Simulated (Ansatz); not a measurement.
MoSi$_{2}$: geometry relaxation (part 2 of 2)

MoSi$_{2}$ (I4/mmm, 6 atoms in the cell); DFT PBEsol, scalar-relativistic, plane waves, PAW, no spin polarisation (Ansatz 0.2.0); cutoff 420 eV, 12×12×6 k-mesh, Gaussian smearing of 0.1 eV. The structure derives from an entry of the Crystallography Open Database. It belongs to a series of runs on one base structure; here: biaxial strain in the a-b plane, c and atoms relaxed: +4.5 %.

Geometry of the input (Å; fractional positions):
```
3.3336  0.0000  0.0000
0.0000  3.3336  0.0000
0.0000  0.0000  7.6102
Si 0.0000  0.0000  0.3355
Si 0.5000  0.5000  0.1645
Si 0.5000  0.5000  0.8355
Si 0.0000  0.0000  0.6645
Mo 0.0000  0.0000  0.0000
Mo 0.5000  0.5000  0.5000
```

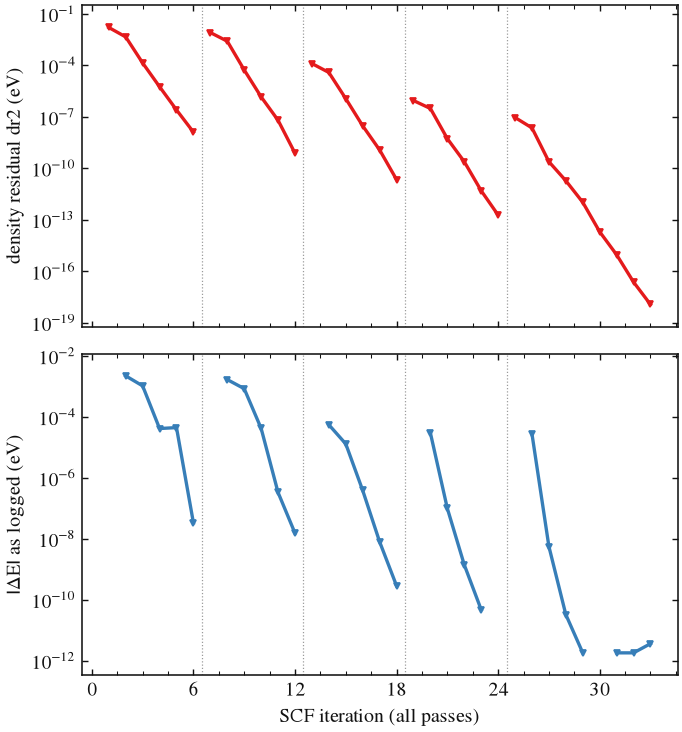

Convergence of the self-consistent field: density residual dr2 and size of the energy change against the SCF iteration. The dotted lines part the SCF passes of the relaxation: geometry steps, rejected trials and re-solves on a re-selected basis. The 5 passes take 6 to 9 iterations each, 33 in all.

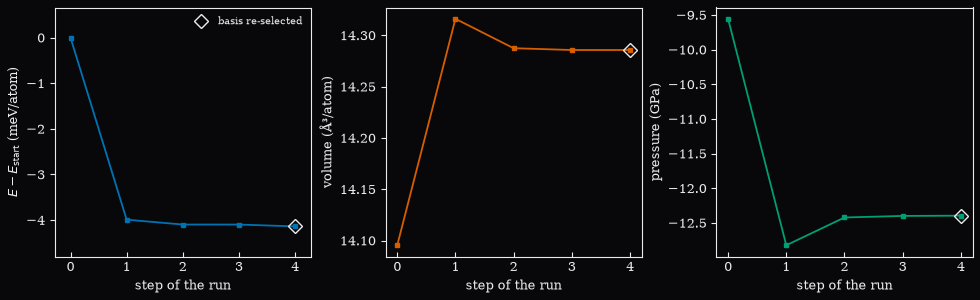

Progress of the relaxation, step by step (the first geometry is step 0 here and step 1 in the log).

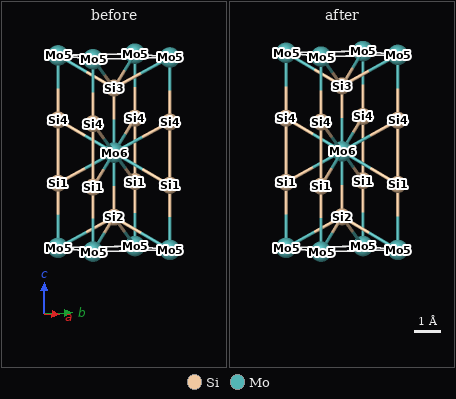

Before (left) and after (right) the relaxation, at one scale (ball-and-stick view of the cell of the calculation, seen at an oblique angle). The energy falls by 4.1 meV per atom in 3 geometry steps. Largest force component: 0.016 eV/Å at the start, 0.0027 eV/Å at the end. Pressure: −9.55 GPa at the start and −12.40 GPa at the end. No atom moves by more than 0.005 Å relative to the cell. Cell: a = b stay at 3.334 Å, c 7.610 → 7.713 Å (+1.4 %). Volume +1.4 %. Distances before and after: Si1–Mo5 2.553 → 2.588 Å, Si1–Si4 2.504 → 2.536 Å, Si1–Mo6 2.669 → 2.677 Å. The space group stays I4/mmm (No. 139). A last SCF at the same geometry on a re-selected plane-wave basis shifts the energy by next to nothing (0.0 meV per atom). (Atoms are counted from 1 in the order of the input.)

```
basis re-selected at this cell: Δ(F+E_penalty+E_count) = -2.423e-4 eV, ΔP = +0.004 GPa vs the last step (what re-selecting the basis moved, of the pressure what is left beyond the Pulay correction that the steps carried, after the strain that the cell walked since its last selection, with what the two solves' SCF thresholds leave and, on support functions, any second-order correction that the steps lacked; it is no measure of the basis error at this ecutwfc). This SCF's stress stands 2.52e-3 GPa from its target on what of the cell is left free (relax.cell.stress_tol is 1.50e-2 GPa) and its largest allowed force component is 2.74e-3 eV/Å (relax.f_tol is 8.00e-3 eV/Å): within both
SCF converged after 9 iterations
Free energy (F): -12284.081296 eV
Harris-Foulkes:  -12284.081296 eV  (|F-HF|=7.28e-12)
Internal energy: -12284.078631 eV  (E = F + TS)
E sigma→0 (E₀):  -12284.079963 eV
Entropy (-TS):   -0.002666 eV (-0.444 meV/atom)
Fermi energy:    14.536614 eV
--- Per-component energies (eV) ---
  E_band       = -142.934057
  E_kinetic    = 1051.957314
  E_local      = -2376.758014  (includes V_loc(G=0)·N_el)
  E_nonlocal   = 388.004665
  E_hartree    = 872.430978
  E_xc         = -588.990136
  E_vxc        = -651.599953  (∫ρ·V_xc dr)
  E_paw        = -8282.541380  (= ΣΔE_a)
  E_vpaw       = -299.400159  (= ΣTr[D̂ρ^β])
  E_aug_tail   = 0.000134  (compensation charges beyond the density's cutoff)
  E_ewald      = -3348.727033
  E_core_change = 0.544841  (= ΣΔE_core)
  E_smearing   = -0.002666  (= −TS)
  E_closure    = 0.000000  (closes the sum)
  Σ components = -12284.081296   (vs F -12284.081296, Δ=0.00e0)
--- Forces (eV/Å), atoms counted from 1 ---
  atom   1  Si     0.00000000     0.00000000     0.00274087
  atom   2  Si     0.00000000     0.00000000    -0.00274087
  atom   3  Si     0.00000000     0.00000000     0.00274087
  atom   4  Si     0.00000000     0.00000000    -0.00274087
  atom   5  Mo    -0.00000000     0.00000000     0.00000000
  atom   6  Mo    -0.00000000     0.00000000     0.00000000
  max |Σ_I F_I| component: 1.21e-17 eV/Å
--- Stress (GPa, compression-positive) ---
      -18.594211       0.000000       0.000000
       -0.000000     -18.594211       0.000000
        0.000000       0.000000       0.002523
  P = ⅓ Tr σ = -12.3953 GPa (-123.953 kbar)
--- Band table (eV; the first three rows and the last of 112) ---
  k-point 0: bands = ["-46.0024", "-46.0018", "-20.1297", "-20.1297", "-20.1281", "-20.1278", "-20.1278", "-20.1060", "1.8127", "3.8882", "4.9064", "8.7853", "11.4583", "11.8995", "11.9798", "12.0457", "12.0457", "12.5658", "13.8880", "13.8880", "14.2267", "14.2267", "14.7872", "14.9481", "17.2412", "17.6222", "17.6222", "18.0929"]
  k-point 1: bands = ["-46.0023", "-46.0019", "-20.1296", "-20.1296", "-20.1280", "-20.1280", "-20.1267", "-20.1075", "1.8892", "3.5222", "5.3422", "8.4651", "11.4884", "11.9388", "12.1048", "12.1048", "12.2148", "12.6617", "13.4509", "13.4509", "14.7339", "14.7339", "14.7976", "14.9369", "16.7565", "17.3811", "17.3811", "18.2334"]
  k-point 2: bands = ["-46.0022", "-46.0020", "-20.1292", "-20.1292", "-20.1283", "-20.1283", "-20.1226", "-20.1116", "2.1157", "2.9672", "6.1060", "7.7570", "11.5736", "11.8322", "12.2809", "12.2809", "12.8024", "12.9000", "12.9648", "12.9648", "14.8262", "14.9066", "15.4246", "15.4246", "16.1963", "16.8223", "16.8223", "17.1761"]
  k-point 111: bands = ["-45.9815", "-45.9815", "-20.2701", "-20.2701", "-20.2701", "-20.2701", "-20.0798", "-20.0798", "5.7445", "5.7445", "8.5251", "8.5251", "8.8423", "8.8423", "8.8423", "8.8423", "12.2180", "12.2180", "12.8601", "12.8601", "12.8601", "12.8601", "15.1159", "15.1159", "16.5398", "16.5398", "18.3479", "18.3479"]
--- Relaxed structure (4 steps of the walk, 4 accepted, 1 SCFs on fresh bases) ---
  F+E_penalty+E_count = -12284.08129633 eV   max|allowed force component| = 2.741e-3 eV/Å   (the final SCF, on the basis selected at the relaxed cell)
  cell:  # Å, volume = 85.7145 Å³
    - [3.3336233273, -1.0829114410928734e-129, 0.0]
    - [-1.0829114410928734e-129, 3.3336233273, 0.0]
    - [0.0, 0.0, 7.712960314057514]
  atoms:
    - { symbol: Si, position: [-1.9201205244930758e-35, 1.0995412781256634e-89, 0.33558443311685254] }
    - { symbol: Si, position: [0.5, 0.5, 0.1644155668831474] }
    - { symbol: Si, position: [0.5, 0.5, 0.8355844331168525] }
    - { symbol: Si, position: [-1.9285833475687063e-35, -7.853866272326168e-90, 0.6644155668831474] }
    - { symbol: Mo, position: [3.8508195778306907e-35, 2.8209410252101997e-38, 4.155283145223414e-21] }
    - { symbol: Mo, position: [0.5, 0.5, 0.5] }
```

Trajectory as extended XYZ (Å, eV, eV/Å), 5 frames, from step=1 to step=5:
```
6
Lattice="3.3336 0.0000 0.0000 0.0000 3.3336 0.0000 0.0000 0.0000 7.6102" Properties=species:S:1:pos:R:3:forces:R:3 step=1 energy=-12284.05647 pressure_GPa=-9.55
Si    0.0000    0.0000    2.5530    0.0000   0.0000  -0.0158
Si    1.6668    1.6668    1.2521    0.0000   0.0000   0.0158
Si    1.6668    1.6668    6.3581    0.0000   0.0000  -0.0158
Si    0.0000    0.0000    5.0572    0.0000   0.0000   0.0158
Mo    0.0000    0.0000    0.0000    0.0000   0.0000   0.0000
Mo    1.6668    1.6668    3.8051    0.0000   0.0000   0.0000
6
Lattice="3.3336 0.0000 0.0000 0.0000 3.3336 0.0000 0.0000 0.0000 7.7294" Properties=species:S:1:pos:R:3:forces:R:3 step=2 energy=-12284.08041 pressure_GPa=-12.82
Si    0.0000    0.0000    2.5941    0.0000   0.0000   0.0039
Si    1.6668    1.6668    1.2705    0.0000   0.0000  -0.0039
Si    1.6668    1.6668    6.4588    0.0000   0.0000   0.0039
Si    0.0000    0.0000    5.1352    0.0000   0.0000  -0.0039
Mo    0.0000    0.0000    0.0000    0.0000   0.0000   0.0000
Mo    1.6668    1.6668    3.8647    0.0000   0.0000   0.0000
6
Lattice="3.3336 0.0000 0.0000 0.0000 3.3336 0.0000 0.0000 0.0000 7.7139" Properties=species:S:1:pos:R:3:forces:R:3 step=3 energy=-12284.08105 pressure_GPa=-12.42
Si    0.0000    0.0000    2.5888    0.0000   0.0000  -0.0003
Si    1.6668    1.6668    1.2681    0.0000   0.0000   0.0003
Si    1.6668    1.6668    6.4458    0.0000   0.0000  -0.0003
Si    0.0000    0.0000    5.1251    0.0000   0.0000   0.0003
Mo    0.0000    0.0000    0.0000    0.0000   0.0000   0.0000
Mo    1.6668    1.6668    3.8570    0.0000   0.0000   0.0000
6
Lattice="3.3336 0.0000 0.0000 0.0000 3.3336 0.0000 0.0000 0.0000 7.7130" Properties=species:S:1:pos:R:3:forces:R:3 step=4 energy=-12284.08105 pressure_GPa=-12.40
Si    0.0000    0.0000    2.5883    0.0000   0.0000   0.0028
Si    1.6668    1.6668    1.2681    0.0000   0.0000  -0.0028
Si    1.6668    1.6668    6.4448    0.0000   0.0000   0.0028
Si    0.0000    0.0000    5.1246    0.0000   0.0000  -0.0028
Mo    0.0000    0.0000    0.0000    0.0000   0.0000   0.0000
Mo    1.6668    1.6668    3.8565    0.0000   0.0000   0.0000
6
Lattice="3.3336 0.0000 0.0000 0.0000 3.3336 0.0000 0.0000 0.0000 7.7130" Properties=species:S:1:pos:R:3:forces:R:3 step=5 energy=-12284.08130 pressure_GPa=-12.40
Si    0.0000    0.0000    2.5883    0.0000   0.0000   0.0027
Si    1.6668    1.6668    1.2681    0.0000   0.0000  -0.0027
Si    1.6668    1.6668    6.4448    0.0000   0.0000   0.0027
Si    0.0000    0.0000    5.1246    0.0000   0.0000  -0.0027
Mo    0.0000    0.0000    0.0000    0.0000   0.0000   0.0000
Mo    1.6668    1.6668    3.8565    0.0000   0.0000   0.0000
```

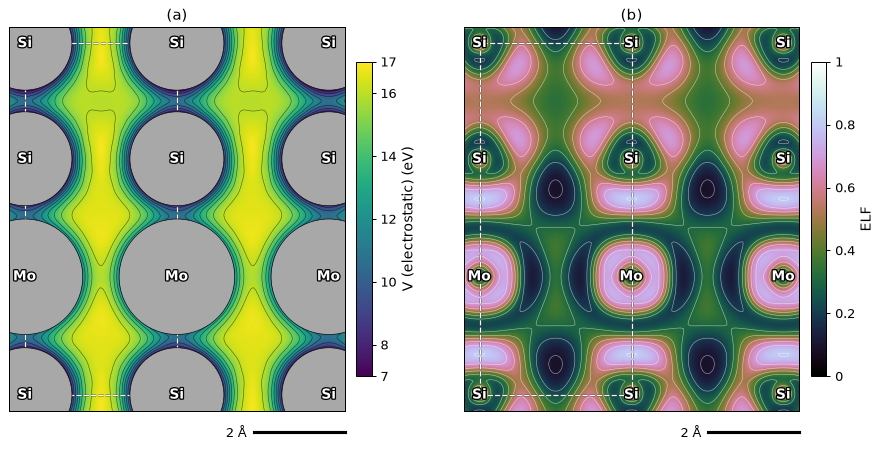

(a) electrostatic potential (local pseudopotential plus Hartree) felt by an electron; (b) ELF on the (100) plane of the conventional cell. Grey discs, where drawn, cover atomic cores. The section cuts through Si and Mo sites. Si–Si (2.54 Å): the ELF is about 0.55 at the midpoint. Si–Mo (2.59 Å): the ELF is about 0.40 at the midpoint. The strong features right at Mo lie inside the PAW spheres (semicore, d or f shells) and say nothing about bonding. Outside the cores the potential energy rises away from the atoms and is highest about 1.7 Å from the nearest atoms; outside the discs it spans about 9 eV, and its zero is arbitrary. In a PAW calculation such maps are meaningful between the atoms, not at the nuclei.
